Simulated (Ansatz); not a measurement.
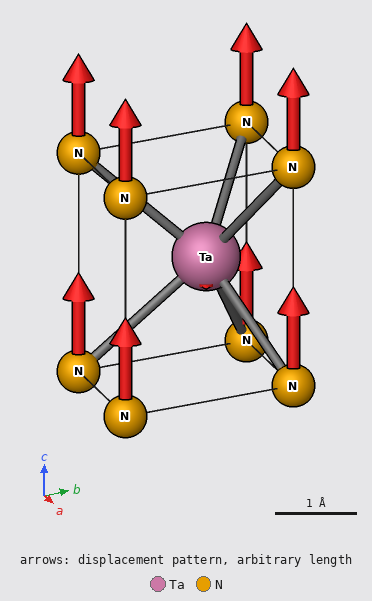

One vibrational mode of solid TaN relaxed at 50 GPa at the zone centre. Displacements are drawn as red arrows; their common scale and sign are arbitrary. A ball-and-stick model of the cell of the calculation, seen slightly off an axis.

Theory: DFT LDA, scalar-relativistic, plane waves, PAW (Ansatz). (plane-wave cutoff 420 eV; k-point mesh 18 × 18 × 14; occupations fermi dirac; smearing width 0.15 eV; target pressure 50 GPa; no spin polarisation)

The frequencies depend somewhat on the k-mesh and the smearing.

### Describe the mode and give its frequency.

This is the A₂″ mode at 704 cm⁻¹, the highest optical level, infrared-active by symmetry. The N sublattice moves against the Ta sublattice, along c; the kinetic energy is shared as N 93 %, Ta 7 %. The crystal is a metal, so free carriers screen the infrared response.
